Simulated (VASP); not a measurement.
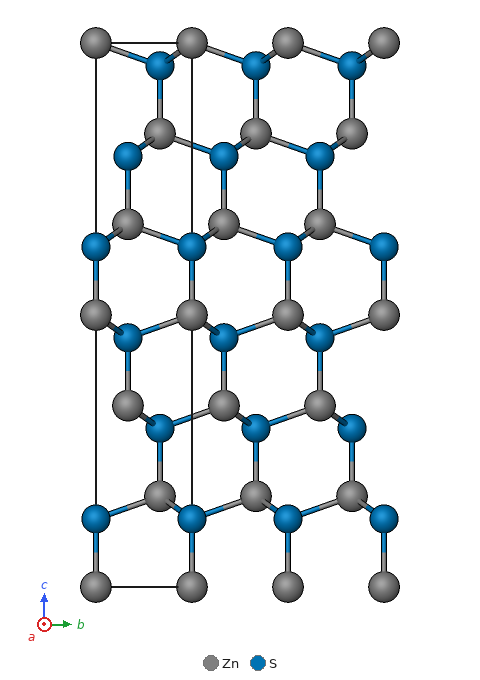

The picture looks along a close-packed row of the hexagonal mesh; c points upwards. Every atom sits on one of the three columns of the mesh; call them A, B, C in the order in which they first turn up. The sequence starts with the first layer at or above the cell's origin.

ZnS: the geometry relaxed with VASP 6.6.1, VASP Kohn-Sham DFT of a periodic cell, PBEsol with D4, VASP PAW PBE potentials, recommended.

Read off the stacking sequence over one period.

Answer. Zn(A) – S(A) – Zn(B) – S(B) – Zn(C) – S(C) – Zn(A) – S(A) – Zn(C) – S(C) – Zn(B) – S(B) (twelve layers in 18.48 Å).

How are the S layers alone stacked?

Answer. S layers alone: ABCACB, a mixed type, (cch) in Jagodzinski's notation.

Which positions between or in the S layers do the other atoms fill?

Answer. Zn: six tetrahedral sites, counted in one hexagonal cell.

What short polytype symbol fits?

Answer. Polytype symbol 6H, the symbol of a tetrahedral polytype (number of double layers in the repeat and lattice).
